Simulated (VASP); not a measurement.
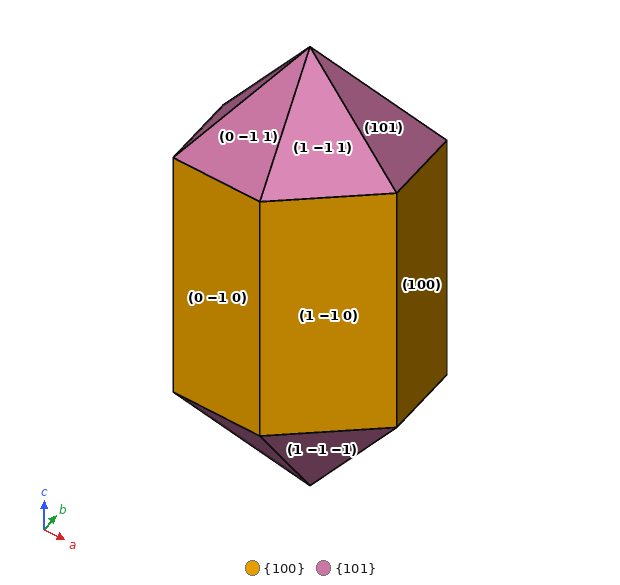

Ti3Al, space group P6_3/mmc (No. 194), a = 5.764 Å, b = 5.764 Å, c = 4.664 Å, α = 90.00°, β = 90.00°, γ = 120.00°. The shape was computed with the Donnay–Harker form of the Bravais–Friedel law: planes with larger spacing d grow more slowly and so show as larger faces; centring, glide planes and screw axes halve or divide d. Origin: an entry of the Crystallography Open Database, as set up for an electronic-structure calculation. Forms under 0.4 % of the area are left out.

Q: Which form makes up most of the surface, and how much?

A: {100}, with 6 faces and about 61 % of the area; its spacing is d = 4.992 Å.

Q: How many faces does the whole crystal have, by form?

A: 18 faces: 6 of {100} and 12 of {101}.

Q: List the forms with their spacings and shares.

A:
```tsv
form	faces	d (Å)	share of area (%)
{100}	6	4.992	61.0
{101}	12	3.408	39.0
```
